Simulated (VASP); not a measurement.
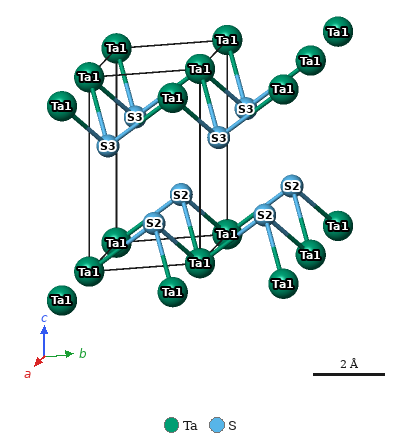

The starting structure (ball-and-stick view of the cell of the calculation, repeated 2 × 2 × 1, seen slightly off an axis; atoms are numbered from 1 in the order of the input).

**TaS₂: geometry relaxation (part 1 of 2)**

System: TaS₂ (P-3m1, 3 atoms in the cell).
Method: Kohn-Sham DFT of a periodic cell, LDA, VASP PAW LDA potentials, recommended, no spin polarisation (VASP 6.6.1).

The structure derives from an entry of the Crystallography Open Database.

## OSZICAR
```
N       E                     dE             d eps       ncg     rms          rms(c)
DAV:   1     0.160921784121E+03    0.16092E+03   -0.12693E+04  4380   0.156E+03
DAV:   2    -0.199314115806E+02   -0.18085E+03   -0.17890E+03  5612   0.346E+02
DAV:   3    -0.268933860639E+02   -0.69620E+01   -0.68868E+01  5893   0.638E+01
DAV:   4    -0.269746319628E+02   -0.81246E-01   -0.81047E-01  5729   0.754E+00
DAV:   5    -0.269760351598E+02   -0.14032E-02   -0.14030E-02  6116   0.935E-01    0.204E+01
DAV:   6    -0.256768443012E+02    0.12992E+01   -0.69351E+00  5206   0.169E+01    0.109E+01
DAV:   7    -0.255412980962E+02    0.13555E+00   -0.10381E+00  5205   0.584E+00    0.442E+00
DAV:   8    -0.255152193069E+02    0.26079E-01   -0.17973E-01  6016   0.292E+00    0.862E-01
DAV:   9    -0.255124474662E+02    0.27718E-02   -0.78130E-03  5384   0.703E-01    0.344E-01
DAV:  10    -0.255121012416E+02    0.34622E-03   -0.35507E-03  5801   0.407E-01    0.821E-02
DAV:  11    -0.255121036243E+02   -0.23827E-05   -0.25989E-04  5745   0.107E-01    0.389E-02
DAV:  12    -0.255121060399E+02   -0.24156E-05   -0.56205E-05  5815   0.613E-02    0.141E-02
DAV:  13    -0.255121022712E+02    0.37688E-05   -0.19729E-05  5759   0.324E-02    0.325E-03
DAV:  14    -0.255121023409E+02   -0.69686E-07   -0.76388E-07  5829   0.701E-03
   1 F= -.25512102E+02 E0= -.25512005E+02  d E =-.255121E+02
       N       E                     dE             d eps       ncg     rms          rms(c)
DAV:   1    -0.255121876811E+02   -0.85410E-04   -0.30836E-03  4604   0.473E-01    0.551E-02
DAV:   2    -0.255121247437E+02    0.62937E-04   -0.45219E-04  5857   0.142E-01    0.364E-02
DAV:   3    -0.255121144962E+02    0.10248E-04   -0.46744E-05  5591   0.402E-02    0.137E-02
DAV:   4    -0.255121110931E+02    0.34031E-05   -0.83493E-06  5542   0.196E-02    0.647E-03
DAV:   5    -0.255121107601E+02    0.33297E-06   -0.10443E-06  5919   0.738E-03    0.376E-03
DAV:   6    -0.255121107420E+02    0.18147E-07   -0.95971E-08  3065   0.235E-03
   2 F= -.25512111E+02 E0= -.25512014E+02  d E =-.840111E-05
       N       E                     dE             d eps       ncg     rms          rms(c)
DAV:   1    -0.255121241758E+02   -0.13416E-04   -0.39722E-04  4583   0.170E-01    0.197E-02
DAV:   2    -0.255121161385E+02    0.80373E-05   -0.58030E-05  5823   0.509E-02    0.130E-02
DAV:   3    -0.255121148139E+02    0.13246E-05   -0.59945E-06  5586   0.144E-02    0.496E-03
DAV:   4    -0.255121143725E+02    0.44139E-06   -0.10852E-06  5514   0.704E-03    0.231E-03
DAV:   5    -0.255121143282E+02    0.44256E-07   -0.12019E-07  3135   0.264E-03
   3 F= -.25512114E+02 E0= -.25512017E+02  d E =-.119873E-04
       N       E                     dE             d eps       ncg     rms          rms(c)
DAV:   1    -0.255121684509E+02   -0.54078E-04   -0.22251E-03  4436   0.409E-01    0.617E-02
DAV:   2    -0.255121286199E+02    0.39831E-04   -0.15729E-04  5654   0.856E-02    0.245E-02
DAV:   3    -0.255121202496E+02    0.83703E-05   -0.20909E-05  5416   0.391E-02    0.752E-03
DAV:   4    -0.255121187464E+02    0.15033E-05   -0.38058E-06  5899   0.150E-02    0.493E-03
DAV:   5    -0.255121186768E+02    0.69595E-07   -0.39333E-07  4884   0.447E-03
   4 F= -.25512119E+02 E0= -.25512022E+02  d E =-.434857E-05
```

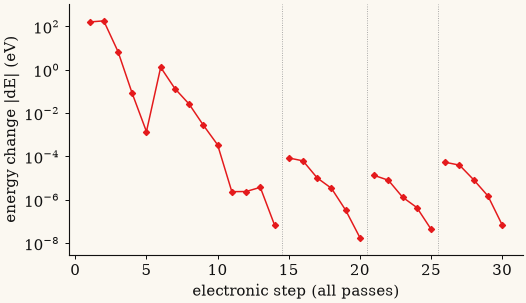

Convergence of the self-consistent field: energy change |dE| against the electronic step. Each stretch between dotted lines is the SCF of one geometry step of a relaxation. The 4 ionic steps take 5 to 14 electronic steps each. The density is held fixed in the first few steps, and dE rises again when its update begins.

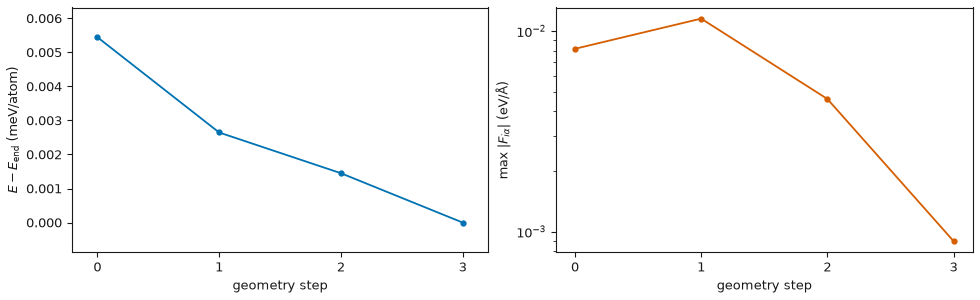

Progress of the relaxation, step by step (steps are counted from 0). The atoms keep their places relative to the cell (all moves are under 0.005 Å). The space group stays P-3m1 (No. 164). Over 3 geometry steps the energy falls by next to nothing (0.0 meV per atom). The largest force component goes from 0.0082 to 0.0009 eV/Å.

## Parts of OUTCAR
```
EDIFF = 1E-7
   EDIFFG = -0.005
   ENCUT = 600
   IBRION = 2
   ISIF = 3
   ISMEAR = 1
   LASPH = T
   LREAL = F
   NELM = 80
   NSW = 90
   PREC = Accurate

 ion  position               nearest neighbor table
   1  0.000  0.000  0.000-   2 2.45   3 2.45   2 2.45   3 2.45   3 2.45   2 2.45
   2  0.333  0.667  0.268-   1 2.45   1 2.45   1 2.45
   3  0.667  0.333  0.732-   1 2.45   1 2.45   1 2.45

  LATTYP: Found a hexagonal cell.
 ALAT       =     3.2919321210
 C/A-ratio  =     1.7423883933

  Lattice vectors:

 A1 = (   3.2919321210,   0.0000000000,   0.0000000000)
 A2 = (  -1.6459660605,   2.8508968443,   0.0000000000)
 A3 = (   0.0000000000,   0.0000000000,   5.7358243191)

Analysis of symmetry for initial positions (statically):
=====================================================================
 Subroutine PRICEL returns:
 Original cell was already a primitive cell.

 Routine SETGRP: Setting up the symmetry group for a
 hexagonal supercell.

 Subroutine GETGRP returns: Found 12 space group operations
 (whereof 12 operations were pure point group operations)
 out of a pool of 24 trial point group operations.

The static configuration has the point symmetry D_3d.

Analysis of symmetry for dynamics (positions and initial velocities):
=====================================================================
 Subroutine PRICEL returns:
 Original cell was already a primitive cell.

 Routine SETGRP: Setting up the symmetry group for a
 hexagonal supercell.

 Subroutine GETGRP returns: Found 12 space group operations
 (whereof 12 operations were pure point group operations)
 out of a pool of 24 trial point group operations.

The dynamic configuration has the point symmetry D_3d.

 Subroutine INISYM returns: Found 12 space group operations
 (whereof 12 operations are pure point group operations),
 and found     1 'primitive' translations

----------------------------------------------------------------------------------------

                                     Primitive cell

  volume of cell :      53.8305

  direct lattice vectors                    reciprocal lattice vectors
     3.291932121  0.000000000  0.000000000     0.303772971  0.175383406  0.000000000
    -1.645966060  2.850896844  0.000000000     0.000000000  0.350766813  0.000000000
     0.000000000  0.000000000  5.735824319     0.000000000  0.000000000  0.174342857

  length of vectors
     3.291932121  3.291932121  5.735824319     0.350766813  0.350766813  0.174342857

  position of ions in fractional coordinates (direct lattice)
     0.000000000  0.000000000  0.000000000
     0.333333333  0.666666667  0.268466645
     0.666666667  0.333333333  0.731533355

  ion indices of the primitive-cell ions
   primitive index   ion index
                 1           1
                 2           2
                 3           3

----------------------------------------------------------------------------------------

 KPOINTS: k-points

Automatic generation of k-mesh.
 Grid dimensions read from file:
 generate k-points for:   15   15    6

 Generating k-lattice:

  Cartesian coordinates                     Fractional coordinates (reciprocal lattice)
     0.020251531  0.011692227  0.000000000     0.066666667  0.000000000  0.000000000
     0.000000000  0.023384454  0.000000000     0.000000000  0.066666667  0.000000000
     0.000000000  0.000000000  0.029057143     0.000000000  0.000000000  0.166666667

  Length of vectors
     0.023384454  0.023384454  0.029057143

  Shift w.r.t. Gamma in fractional coordinates (k-lattice)
     0.000000000  0.000000000  0.000000000

 Subroutine IBZKPT returns following result:
 ===========================================

 Found    146 irreducible k-points:

 Following reciprocal coordinates:
            Coordinates               Weight
  0.000000  0.000000  0.000000      1.000000
  0.066667  0.000000  0.000000      6.000000
  0.133333  0.000000  0.000000      6.000000
  0.200000  0.000000  0.000000      6.000000
  0.266667  0.000000  0.000000      6.000000
  0.333333  0.000000  0.000000      6.000000
  0.400000  0.000000  0.000000      6.000000
  0.466667 -0.000000  0.000000      6.000000
  0.066667  0.066667  0.000000      6.000000
  0.133333  0.066667  0.000000     12.000000
  0.200000  0.066667  0.000000     12.000000
  0.266667  0.066667  0.000000     12.000000
  0.333333  0.066667  0.000000     12.000000
  0.400000  0.066667  0.000000     12.000000
  0.466667  0.066667  0.000000      6.000000
  0.133333  0.133333  0.000000      6.000000
  0.200000  0.133333  0.000000     12.000000
  0.266667  0.133333  0.000000     12.000000
  0.333333  0.133333  0.000000     12.000000
  0.400000  0.133333  0.000000     12.000000
  0.200000  0.200000  0.000000      6.000000
  0.266667  0.200000  0.000000     12.000000
  0.333333  0.200000  0.000000     12.000000
  0.400000  0.200000  0.000000      6.000000
 [... further k-points ...]
   k-points           NKPTS =    146   k-points in BZ     NKDIM =    146   number of bands    NBANDS=     15
   number of dos      NEDOS =    301   number of ions     NIONS =      3
   total plane-waves  NPLWV =  37632
   dimension x,y,z NGX =    28 NGY =   28 NGZ =   48
   dimension x,y,z NGXF=    56 NGYF=   56 NGZF=   96
   ions per type =               1   2
   NGX,Y,Z   is equivalent  to a cutoff of  14.14, 14.14, 13.91 a.u.
   NGXF,Y,Z  is equivalent  to a cutoff of  28.28, 28.28, 27.82 a.u.
 SYSTEM =  unknown system
   PREC   = accura    normal or accurate (medium, high low for compatibility)
   ISTART =      0    job   : 0-new  1-cont  2-samecut
   ICHARG =      2    charge: 1-file 2-atom 10-const
   ISPIN  =      1    spin polarized calculation?
   LNONCOLLINEAR =      F non collinear calculations
   LSORBIT =      F    spin-orbit coupling
   LASPH  =      T    aspherical Exc in radial PAW
   ENCUT  =  600.0 eV  44.10 Ry    6.64 a.u.   6.57  6.57 11.46*2*pi/ulx,y,z
   NELM   =     80;   NELMIN=  2; NELMDL= -5     # of ELM steps
   EDIFF  = 0.1E-06   stopping-criterion for ELM
   LREAL  =      F    real-space projection
   EDIFFG = -.5E-02   stopping-criterion for IOM
   NSW    =     90    number of steps for IOM
   IBRION =      2    ionic relax: 0-MD 1-quasi-New 2-CG
   NFREE  =      1    steps in history (QN), initial steepest desc. (CG)
   ISIF   =      3    stress and relaxation
   ISYM   =      2    0-nonsym 1-usesym 2-fastsym
   POTIM  = 0.5000    time-step for ionic-motion
   TEBEG  =    0.0;   TEEND  =   0.0 temperature during run
   PSTRESS=    0.0 pullay stress
   NELECT =      23.0000    total number of electrons
   NUPDOWN=      -1.0000    fix difference up-down
   EMIN   =  10.00;   EMAX   =-10.00  energy-range for DOS
   EFERMI =   0.00;   METHOD = LEGACY
   ISMEAR =     1;   SIGMA  =   0.10  broadening in eV -4-tet -1-fermi 0-gaus
   EFERMI_NEDOS =   21; number of points for ismear=-14 and -15
   IALGO  =     38    algorithm
   IMIX   =      4    mixing-type and parameters
     AMIX     =   0.40;   BMIX     =  1.00
     AMIX_MAG =   1.60;   BMIX_MAG =  1.00
  volume/ion in A,a.u.               =      17.94       121.09
  Fermi-wavevector in a.u.,A,eV,Ry     =   1.233033  2.330095 20.685895  1.520370
  Thomas-Fermi vector in A             =   2.367779
   LORBIT       =      0    0 simple, 1 ext, 2 COOP (PROOUT), +10 PAW based schemes
   GGA     = CA    functional components
   LHFCALC =     F    Hartree Fock is set to
   AEXX    =    0.0000 exact exchange contribution
   IVDW    =     0    specifies the selected vdW correction
   LEPSILON=     F    determine dielectric tensor
   LRPA    =     F    only Hartree local field effects (RPA)
 conjugate gradient relaxation of ions
 non-spin polarized calculation
 Methfessel and Paxton  Order N= 1 SIGMA  =   0.10
  energy-cutoff  :      600.00
  volume of cell :       53.83
 maximum number of plane-waves:      1829
 NGX is ok and might be reduce to    28
   NGX = 13   NGY = 13   NGZ = 23

--------------------------------------- Ionic step        1  -------------------------------------------

 number of electron      23.0000001 magnetization

 Free energy of the ion-electron system (eV)
  ---------------------------------------------------
  ext. energy  EPLUGINS =         0.00000000
  ---------------------------------------------------
  free energy    TOTEN  =       -25.51210234 eV

  energy without entropy =      -25.51180956  energy(sigma->0) =      -25.51200475

------------------------ aborting loop because EDIFF is reached ----------------------------------------

  FORCE on cell =-STRESS in cart. coord.  units (eV):
  Direction    XX          YY          ZZ          XY          YZ          ZX
  --------------------------------------------------------------------------------------
  -------------------------------------------------------------------------------------
  Total        0.0080126      0.0080126     -0.0425709      0.0000000      0.0000000      0.0000000
  in kB        0.2384836      0.2384836     -1.2670537      0.0000000      0.0000000      0.0000000
  external PRESSURE =      -0.2633622 kB  Pullay stress =       0.0000000 kB

 VOLUME and BASIS-vectors are now :
 -----------------------------------------------------------------------------
  energy-cutoff  :      600.00
  volume of cell :       53.83
      direct lattice vectors                 reciprocal lattice vectors
     3.291932121  0.000000000  0.000000000     0.303772971  0.175383406  0.000000000
    -1.645966060  2.850896844  0.000000000     0.000000000  0.350766813  0.000000000
     0.000000000  0.000000000  5.735824319     0.000000000  0.000000000  0.174342857

 POSITION                                       TOTAL-FORCE (eV/Angst)
```
